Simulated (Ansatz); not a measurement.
LiNbO3: geometry relaxation (part 1 of 5)

- system: LiNbO3 (slab, 30 atoms in the cell)
- method: DFT PBEsol, scalar-relativistic, plane waves, PAW, no spin polarisation (Ansatz 0.2.0)

The structure derives from an entry of the Crystallography Open Database. It belongs to a series of runs on one base structure; here: (1 0 1) slab, atoms relaxed. Figures and captions count atoms from 1; the log counts them from 0 in places.

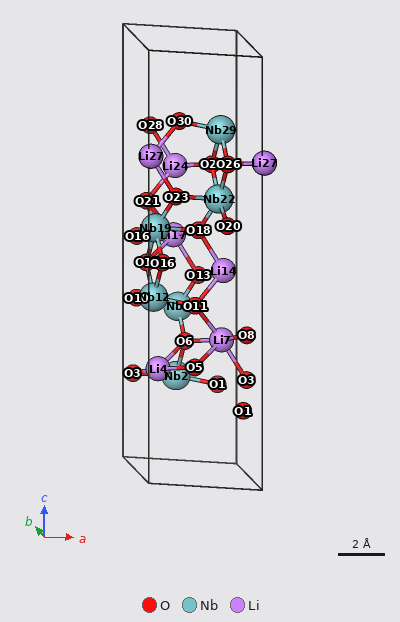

Figure 1. The input geometry (ball-and-stick view of the cell of the calculation, with the vacuum cut short, seen slightly off an axis; atoms are numbered from 1 in the order of the input). An atom can appear more than once, as a periodic image.

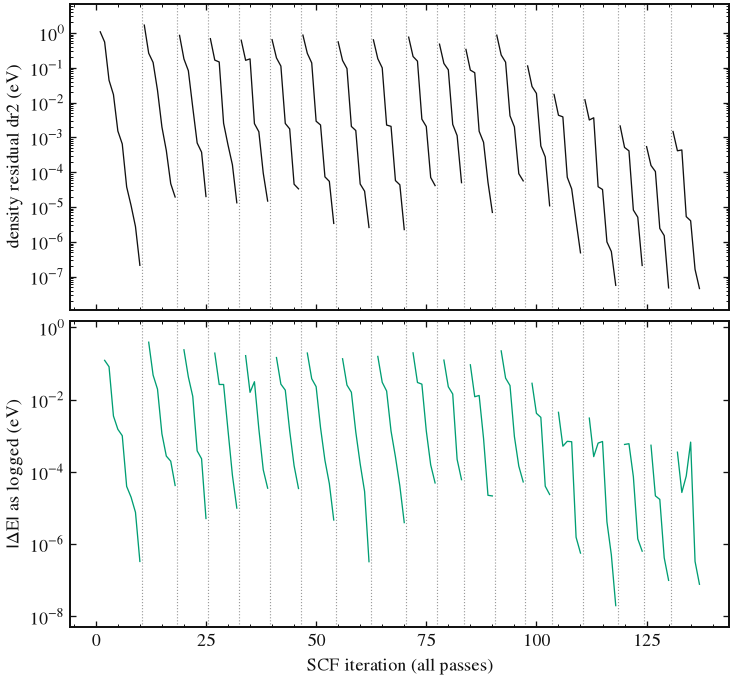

Figure 2. Convergence of the self-consistent field: density residual dr2 and size of the energy change against the SCF iteration. The dotted lines part the SCF passes of the relaxation: geometry steps, rejected trials and re-solves on a re-selected basis. The 19 passes take 6 to 10 iterations each, 137 in all.

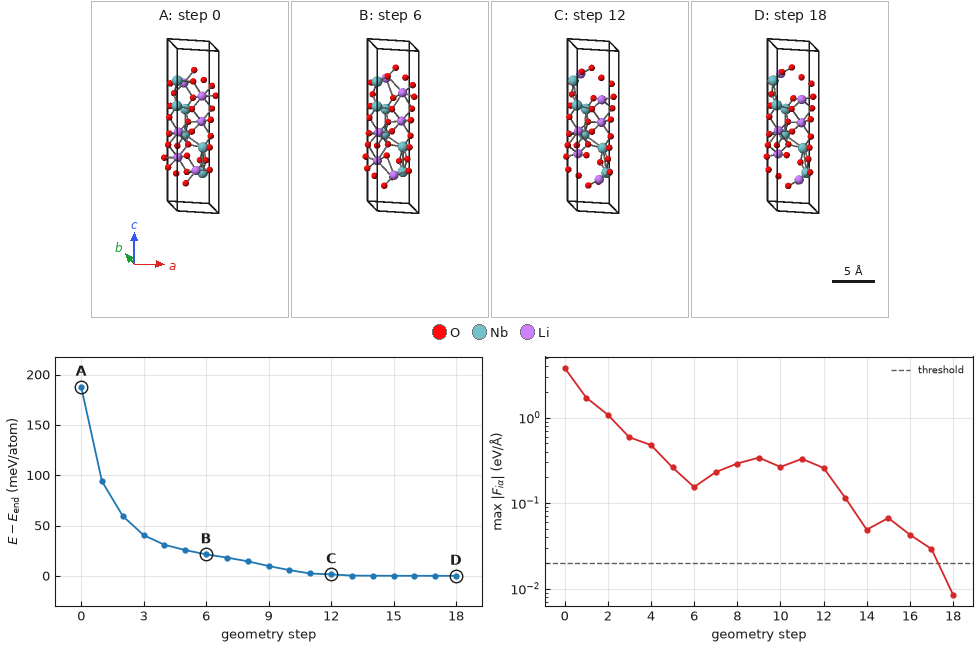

Figure 3. Frames of the relaxation (ball-and-stick view of the cell of the calculation, with the vacuum cut short (origin shifted), with bonded neighbours outside it, seen slightly off an axis) above the curves, on which the letters mark them (the first geometry is step 0 here and step 1 in the log).

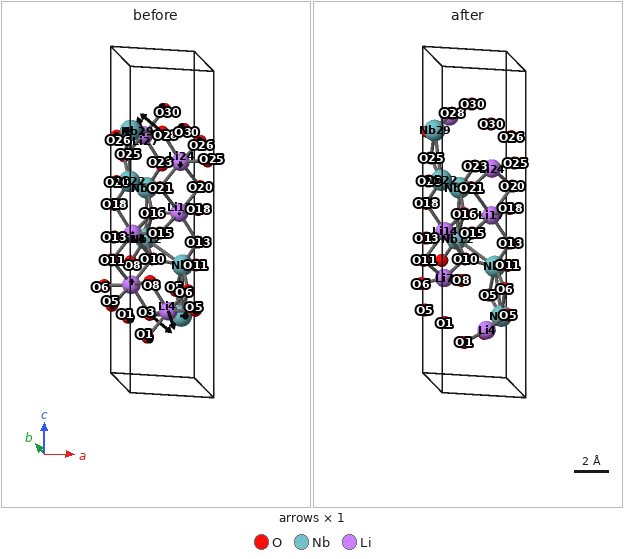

Figure 4. Before (left) and after (right) the relaxation, at one scale (ball-and-stick view of the cell of the calculation, with the vacuum cut short (origin shifted), with bonded neighbours outside it, seen slightly off an axis). The black arrows give the displacements, at true length. The largest moves, 1.88 Å, are those of O3 and O28. Largest moves by element: O 1.88 Å, Li 1.30 Å, Nb 0.78 Å. The cell stays as it was. Among the contacts that change: Li24–O28 2.138 → 4.089 Å, Li4–O8 2.138 → 3.344 Å, Li4–O6 2.239 → 3.265 Å, Li24–O26 2.239 → 2.801 Å. Bonds break: Li24–O28 (2.14 → 4.09 Å), Li4–O6 (2.24 → 3.27 Å), Li4–O8 (2.14 → 3.34 Å), O23–Li27 (2.14 → 3.34 Å). Among the angles that change: O28–Nb29–O30 160.2° → 111.2°, Nb22–Nb29–O28 85.6° → 124.0°, Nb2–O3–Li4 87.3° → 117.0°. The energy falls by 188 meV per atom in 18 geometry steps. Largest force component: 3.8 eV/Å at the start, 0.0085 eV/Å at the end. (Atoms are counted from 1 in the order of the input.)

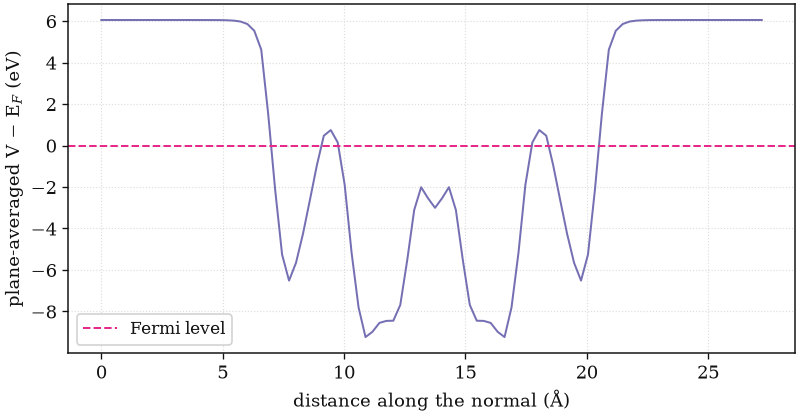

Figure 5. Plane average of the electrostatic potential energy of an electron across the cell, from the Fermi level. The vacuum level lies 6.05 eV above the Fermi level.

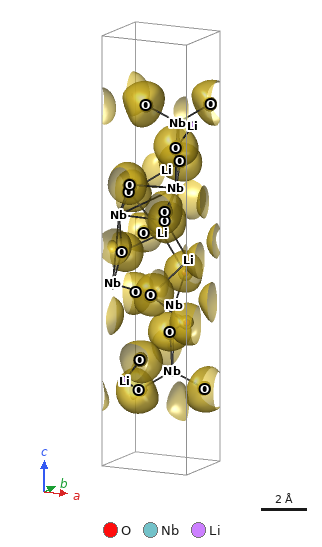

Figure 6. Isosurface of the electron localisation function at 0.65 (yellow), seen at an oblique angle. Only the valence region is drawn (cores and ρ < 0.01 e/Å³ removed). Sticks mark near contacts. Values along the shortest contacts: Nb–O (1.77 Å): the ELF peaks at about 0.75 in the valence shell of O, 0.5 Å from its nucleus, and drops to about 0.35 between the two atoms. Li–O (1.81 Å): the ELF is about 0.60 at the midpoint. The fields are those of the smooth PAW valence density.

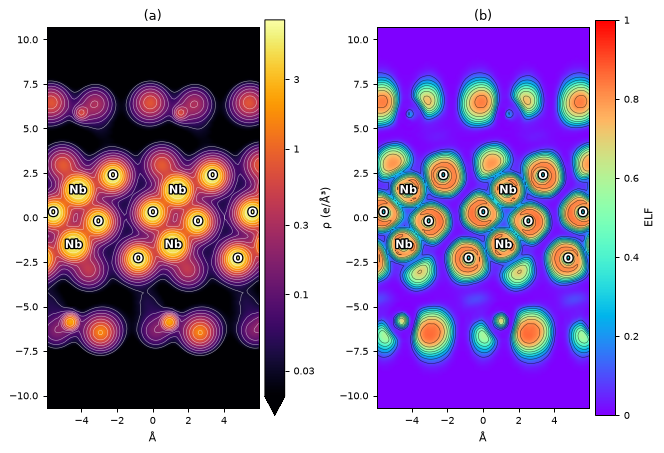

Figure 7. (a) valence electron density; (b) ELF on the (100) plane of the calculation cell, a cut from vacuum to vacuum. Nb–O (1.89 Å): the density is about 1.2 e/Å³ at the midpoint; the ELF peaks at about 0.80 in the valence shell of O, 0.6 Å from its nucleus, and drops to about 0.30 between the two atoms. The density dies away to nearly zero in the vacuum. The strong features right at Nb lie inside the PAW spheres (semicore, d or f shells) and say nothing about bonding.

The input that produced these results follows, with the program's output.

### Input file
```yaml
crystal:
  lattice:
    - [5.1951977187, 0.0, 0.0]
    - [-2.5975988593, 4.9596543337, 0.0]
    - [0.0, 0.0, 27.4958132697]
  atoms:
    - { symbol: O, position: [0.8371933402, 0.0197662174, 0.2727688003] }
    - { symbol: Nb, position: [0.4402563294, 0.8805126588, 0.2885776329] }
    - { symbol: O, position: [0.997831763, 0.5998454551, 0.2996839626] }
    - { symbol: Li, position: [0.1509798552, 0.3019597104, 0.3216839127] }
    - { symbol: O, position: [0.4347703041, 0.1283430003, 0.334504927] }
    - { symbol: O, position: [0.4766944226, 0.694586453, 0.3535531424] }
    - { symbol: Li, position: [0.7604848714, 0.5209697429, 0.3663741566] }
    - { symbol: O, position: [0.9136329636, 0.2230839981, 0.3883741067] }
    - { symbol: Nb, position: [0.4712083972, 0.9424167945, 0.3994804364] }
    - { symbol: O, position: [0.0742713864, 0.8031632358, 0.415289269] }
    - { symbol: O, position: [0.4743482491, 0.2940760352, 0.4287397657] }
    - { symbol: Nb, position: [0.0774112383, 0.1548224765, 0.4445485982] }
    - { symbol: O, position: [0.6349866719, 0.8741552729, 0.4556549279] }
    - { symbol: Li, position: [0.7881347641, 0.5762695281, 0.477654878] }
    - { symbol: O, position: [0.0719252129, 0.402652818, 0.4904758923] }
    - { symbol: O, position: [0.1138493314, 0.9688962707, 0.5095241077] }
    - { symbol: Li, position: [0.3976397803, 0.7952795606, 0.522345122] }
    - { symbol: O, position: [0.5507878725, 0.4973938159, 0.5443450721] }
    - { symbol: Nb, position: [0.1083633061, 0.2167266122, 0.5554514018] }
    - { symbol: O, position: [0.7114262953, 0.0774730536, 0.5712602343] }
    - { symbol: O, position: [0.111503158, 0.5683858529, 0.584710731] }
    - { symbol: Nb, position: [0.7145661471, 0.4291322943, 0.6005195636] }
    - { symbol: O, position: [0.2721415807, 0.1484650906, 0.6116258933] }
    - { symbol: Li, position: [0.4252896729, 0.8505793459, 0.6336258434] }
    - { symbol: O, position: [0.7090801218, 0.6769626358, 0.6464468576] }
    - { symbol: O, position: [0.7510042403, 0.2432060885, 0.665495073] }
    - { symbol: Li, position: [0.0347946892, 0.0695893784, 0.6783160873] }
    - { symbol: O, position: [0.1879427814, 0.7717036336, 0.7003160374] }
    - { symbol: Nb, position: [0.745518215, 0.49103643, 0.7114223671] }
    - { symbol: O, position: [0.3485812042, 0.3517828713, 0.7272311997] }
basis:
  ecutwfc: 420
kpoints:
  mp_grid: { grid: [6, 6, 1] }
hamiltonian:
  xc: pbesol
scf:
  occupations: { method: gaussian, width: 0.05 }
output:
  forces: true
  eigenvalues: true
  write_density: true
  write_potential: true
  elf: true
  volumetric_format: npy
relax:
  adjacent_minimum: "off"
  f_tol: 0.02
  max_steps: 60
efield:
  axis: 3
  dipole_correction: true
  ramp_width: 0.04
```

Run as:
```bash
ansatz run input.yaml --threads 4 --pin off --max-ram 10240MiB --backend cpu --events-out ev --progress --plain --runs-dir out
```

### Log
```
Engine: ansatz 0.2.0, x86_64-unknown-linux-gnu
Pseudopotentials: kind: paw
Pseudopotential: O, paw, valence charge 6, recommended cutoff 420 eV (normal), O.paw.azcp
Pseudopotential: Nb, paw, valence charge 13, recommended cutoff 420 eV (normal), Nb.paw.azcp
Pseudopotential: Li, paw, valence charge 3, recommended cutoff 420 eV (normal), Li.paw.azcp
Functional definition: PBEsol
  exchange = pbesol_x
  correlation = pbesol_c
Crystal: 30 atoms, lattice volume = 708.468 Å³
Basis set: ecut = 420 eV, 13895 PW (Γ), exchange–correlation on 72×80×384 points (8 copies of the dense FFT grid, shifted against one another)
Bands: 132, of which v1, the nominal top of the filled ones, is band 102 counted from 1 (101 counted from 0)
Symmetry: 1 space group operations
k-points: 20 of 36 (time reversal used)
Non-local potential: O, projectors of the file, l = 0: 2, l = 1: 2, l = 2: 1
Non-local potential: Nb, projectors of the file, l = 0: 3, l = 1: 2, l = 2: 2, l = 3: 1
Non-local potential: Li, projectors of the file, l = 0: 3, l = 1: 2, l = 2: 1
PAW form: soft (Blöchl's): semilocal exchange-correlation on the pseudo side does not see the compensation charge
PAW frozen core: O, regenerated for the run's functional, and the local potential with it (the file was generated under x = pbe(κ = 0.804, μ = 0.2195149727645171), c = pbe(β = 0.06672455060314922))
PAW frozen core: Nb, regenerated for the run's functional, and the local potential with it (the file was generated under x = pbe(κ = 0.804, μ = 0.2195149727645171), c = pbe(β = 0.06672455060314922))
PAW one-centre angular grid: O, 110 points (default); XC on 64 Gauss nodes
PAW one-centre angular grid: Nb, 590 points (default); XC on 64 Gauss nodes
PAW one-centre angular grid: Li, 110 points (default); XC on 64 Gauss nodes
Initial density: superposition of atomic densities (neutral atoms: chi_scale 0, normalization atom), corrected by the library's trained network
Initial wavefunctions: pseudopotential atomic-orbital guess
Functional: x = pbesol(κ = 0.804, μ = 0.12345679012345678), c = pbesol(β = 0.046)
SCF iter   1: F=—  HF=-38307.957524 eV  |F-HF|=—  |Δ(HF+E_count)|=         —  Δρ=1.28e-2  dr2=1.08e0  ethr=1.77e-3  p=0.000 e·Å  D=1.60e-11 V/Å  ΔV_dip=-0.00 eV  dr2_dipole=1.94e-9  V_vac-E_F(+/−)=4.11/4.11 eV  ⟨swp⟩=7.2  Hψ=10366  notcnv=0  defer=160
efield: sawtooth ramp at fractional position 0.9800 (placed from the atoms, in the widest stretch of the axis that holds none; the zero of the levels goes with the place), width 0.0400; the density the first Hamiltonian is built on has a dipole p = 0.000 e·Å; the dipole correction subtracts the counter field D = 1.60e-11 V/Å, which shifts the + side's vacuum level by -0.00 eV against the − side's; the planar-averaged density in the ramp window peaks in size at 3.5e-6 e/Å³
preconditioner: auto → Resta (q_TF=auto, 2.217 Å⁻¹)  ε∞=3.6  [insulator: Δε(μ)=1.407 eV  Ē_g=10.396 eV  σ=0.050 eV  W_gap=1.00  n_scr=108 (ndim 8)  ℏωp=16.7 eV  f_vac=0.488  D(μ)=0.00/eV (n_scr^D=0)  ε∞_Penn≈3.6  vacuum switching on, ρ_ref=7.8e-3 e/Å³]
SCF iter   2: F=—  HF=-38307.834832 eV  |F-HF|=—  |Δ(HF+E_count)|=   1.23e-1  Δρ=7.79e-3  dr2=5.49e-1  ethr=5.30e-4  p=0.000 e·Å  D=3.79e-6 V/Å  ΔV_dip=-0.00 eV  dr2_dipole=1.91e-9  V_vac-E_F(+/−)=4.25/4.25 eV  ⟨swp⟩=2.2  Hψ=4389  notcnv=0  defer=500
SCF iter   3: F=—  HF=-38307.753011 eV  |F-HF|=—  |Δ(HF+E_count)|=   8.18e-2  Δρ=2.67e-3  dr2=4.38e-2  ethr=2.69e-4  p=0.000 e·Å  D=1.61e-6 V/Å  ΔV_dip=-0.00 eV  dr2_dipole=3.31e-11  V_vac-E_F(+/−)=4.21/4.21 eV  ⟨swp⟩=2.1  Hψ=3322  notcnv=0  defer=500
SCF iter   4: F=—  HF=-38307.749468 eV  |F-HF|=—  |Δ(HF+E_count)|=   3.54e-3  Δρ=1.41e-3  dr2=1.70e-2  ethr=2.15e-5  p=0.000 e·Å  D=4.97e-7 V/Å  ΔV_dip=-0.00 eV  dr2_dipole=8.37e-12  V_vac-E_F(+/−)=4.26/4.26 eV  ⟨swp⟩=2.0  Hψ=3367  notcnv=0  defer=500
SCF iter   5: F=—  HF=-38307.747952 eV  |F-HF|=—  |Δ(HF+E_count)|=   1.52e-3  Δρ=4.84e-4  dr2=1.53e-3  ethr=8.35e-6  p=-0.000 e·Å  D=-4.85e-8 V/Å  ΔV_dip=0.00 eV  dr2_dipole=3.29e-14  V_vac-E_F(+/−)=4.27/4.27 eV  ⟨swp⟩=2.0  Hψ=2586  notcnv=0  defer=500
SCF iter   6: F=—  HF=-38307.748967 eV  |F-HF|=—  |Δ(HF+E_count)|=   1.01e-3  Δρ=2.93e-4  dr2=6.50e-4  ethr=7.50e-7  p=-0.000 e·Å  D=-1.68e-7 V/Å  ΔV_dip=0.00 eV  dr2_dipole=1.83e-12  V_vac-E_F(+/−)=4.28/4.28 eV  ⟨swp⟩=2.0  Hψ=4200  notcnv=0  defer=500
SCF iter   7: F=—  HF=-38307.749007 eV  |F-HF|=—  |Δ(HF+E_count)|=   3.98e-5  Δρ=7.11e-5  dr2=3.79e-5  ethr=3.19e-7  p=-0.000 e·Å  D=-1.22e-8 V/Å  ΔV_dip=0.00 eV  dr2_dipole=1.01e-13  V_vac-E_F(+/−)=4.28/4.28 eV  ⟨swp⟩=2.0  Hψ=3298  notcnv=0  defer=500
SCF iter   8: F=—  HF=-38307.749027 eV  |F-HF|=—  |Δ(HF+E_count)|=   2.01e-5  Δρ=4.17e-5  dr2=1.11e-5  ethr=4.90e-9  p=0.000 e·Å  D=3.63e-8 V/Å  ΔV_dip=-0.00 eV  dr2_dipole=4.21e-13  V_vac-E_F(+/−)=4.28/4.28 eV  ⟨swp⟩=21.7  Hψ=28115  notcnv=0
iter 9 did not close the SCF: its close was put off until two iterations running show no level that it waits for move by more than its bar (scf_convergence_deferred on its scf_iter line)
SCF iter   9: F=-38307.749033 eV  HF=-38307.749034 eV  |F-HF|=1.12e-6  |Δ(HF+E_count)|=   7.64e-6  Δρ=1.69e-5  dr2=2.76e-6  ethr=4.90e-9  p=-0.000 e·Å  D=-9.93e-8 V/Å  ΔV_dip=0.00 eV  dr2_dipole=1.72e-12  V_vac-E_F(+/−)=4.28/4.28 eV  ⟨swp⟩=14.9  Hψ=23886  notcnv=0
SCF iter  10: F=-38307.749035 eV  HF=-38307.749035 eV  |F-HF|=2.05e-7  |Δ(HF+E_count)|=   3.34e-7  Δρ=5.33e-6  dr2=2.13e-7  ethr=1.36e-9  p=0.000 e·Å  D=5.40e-8 V/Å  ΔV_dip=-0.00 eV  dr2_dipole=1.00e-12  V_vac-E_F(+/−)=4.28/4.28 eV  ⟨swp⟩=10.1  Hψ=19108  notcnv=0
SCF 1 converged in 10 iterations: F = -38307.749035 eV  dr2 = 2.13e-7
  greatest PAW one-centre occupation: 1.000 electrons in one spin orbital (limit 2), on the Li atom at site 16 (counted from 0), in its partial waves of l = 0
relax step   1: F+E_penalty+E_count = -38307.74903486 eV  Δ(F+E_penalty+E_count) = +0.000e0 eV  max|allowed force component| = 3.818e0 eV/Å  Δτ_max = 0.0000 Å  (10 SCF iters, dr2 threshold 1.00e-5 eV, accepted)
Initial density: handed on by an earlier stage of this run
Initial wavefunctions: those handed on with the density
iter 1 solved again at ethr=8.30e-4 eV; its pass at ethr=3.10e-3 eV (dr2=1.69e0 eV) is discarded
SCF iter   1: F=—  HF=-38311.028230 eV  |F-HF|=—  |Δ(HF+E_count)|=         —  Δρ=1.38e-2  dr2=1.68e0  ethr=8.30e-4  p=0.000 e·Å  D=5.40e-8 V/Å  ΔV_dip=-0.00 eV  dr2_dipole=6.43e-12  V_vac-E_F(+/−)=4.47/4.47 eV  ⟨swp⟩=1.0  Hψ=9717  notcnv=0  defer=258
efield: sawtooth ramp at fractional position 0.9800 (handed on by an earlier solve), width 0.0400; the density the first Hamiltonian is built on has a dipole p = 0.000 e·Å; the dipole correction subtracts the counter field D = 5.40e-8 V/Å, which shifts the + side's vacuum level by -0.00 eV against the − side's; the planar-averaged density in the ramp window peaks in size at 1.2e-6 e/Å³
preconditioner: auto → Resta (q_TF=auto, 2.217 Å⁻¹)  ε∞=3.3  [insulator: Δε(μ)=2.162 eV  Ē_g=10.922 eV  σ=0.050 eV  W_gap=1.00  n_scr=108 (ndim 8)  ℏωp=16.7 eV  f_vac=0.493  D(μ)=0.00/eV (n_scr^D=0)  ε∞_Penn≈3.3  vacuum switching on, ρ_ref=8.7e-3 e/Å³]
SCF iter   2: F=—  HF=-38310.637307 eV  |F-HF|=—  |Δ(HF+E_count)|=   3.91e-1  Δρ=7.28e-3  dr2=2.62e-1  ethr=8.23e-4  p=-0.000 e·Å  D=-7.47e-6 V/Å  ΔV_dip=0.00 eV  dr2_dipole=2.70e-9  V_vac-E_F(+/−)=4.71/4.71 eV  ⟨swp⟩=2.5  Hψ=6295  notcnv=0  defer=415
SCF iter   3: F=—  HF=-38310.589307 eV  |F-HF|=—  |Δ(HF+E_count)|=   4.80e-2  Δρ=4.20e-3  dr2=1.42e-1  ethr=1.29e-4  p=-0.000 e·Å  D=-2.05e-6 V/Å  ΔV_dip=0.00 eV  dr2_dipole=4.50e-12  V_vac-E_F(+/−)=4.81/4.81 eV  ⟨swp⟩=2.0  Hψ=3918  notcnv=0  defer=488
SCF iter   4: F=—  HF=-38310.569701 eV  |F-HF|=—  |Δ(HF+E_count)|=   1.96e-2  Δρ=1.82e-3  dr2=2.25e-2  ethr=6.96e-5  p=-0.000 e·Å  D=-2.90e-6 V/Å  ΔV_dip=0.00 eV  dr2_dipole=2.25e-10  V_vac-E_F(+/−)=4.92/4.92 eV  ⟨swp⟩=2.0  Hψ=3422  notcnv=0  defer=488
SCF iter   5: F=—  HF=-38310.568558 eV  |F-HF|=—  |Δ(HF+E_count)|=   1.14e-3  Δρ=5.41e-4  dr2=2.00e-3  ethr=1.11e-5  p=-0.000 e·Å  D=-1.57e-6 V/Å  ΔV_dip=0.00 eV  dr2_dipole=5.70e-11  V_vac-E_F(+/−)=4.94/4.94 eV  ⟨swp⟩=2.0  Hψ=3869  notcnv=0  defer=484
SCF iter   6: F=—  HF=-38310.568833 eV  |F-HF|=—  |Δ(HF+E_count)|=   2.75e-4  Δρ=2.56e-4  dr2=4.20e-4  ethr=9.81e-7  p=-0.000 e·Å  D=-7.03e-7 V/Å  ΔV_dip=0.00 eV  dr2_dipole=5.03e-12  V_vac-E_F(+/−)=4.95/4.95 eV  ⟨swp⟩=2.0  Hψ=3645  notcnv=0  defer=484
SCF iter   7: F=—  HF=-38310.569032 eV  |F-HF|=—  |Δ(HF+E_count)|=   1.99e-4  Δρ=7.91e-5  dr2=4.71e-5  ethr=2.06e-7  p=-0.000 e·Å  D=-1.50e-7 V/Å  ΔV_dip=0.00 eV  dr2_dipole=1.10e-14  V_vac-E_F(+/−)=4.96/4.96 eV  ⟨swp⟩=2.0  Hψ=3289  notcnv=0  defer=484
SCF iter   8: F=-38310.569062 eV  HF=-38310.569074 eV  |F-HF|=1.19e-5  |Δ(HF+E_count)|=   4.23e-5  Δρ=4.64e-5  dr2=1.95e-5  ethr=2.31e-8  p=-0.000 e·Å  D=-8.05e-8 V/Å  ΔV_dip=0.00 eV  dr2_dipole=3.01e-14  V_vac-E_F(+/−)=4.97/4.97 eV  ⟨swp⟩=22.1  Hψ=29915  notcnv=0
SCF 2 converged in 8 iterations: F = -38310.569062 eV  dr2 = 1.95e-5
  greatest PAW one-centre occupation: 1.000 electrons in one spin orbital (limit 2), on the Li atom at site 3 (counted from 0), in its partial waves of l = 0
```
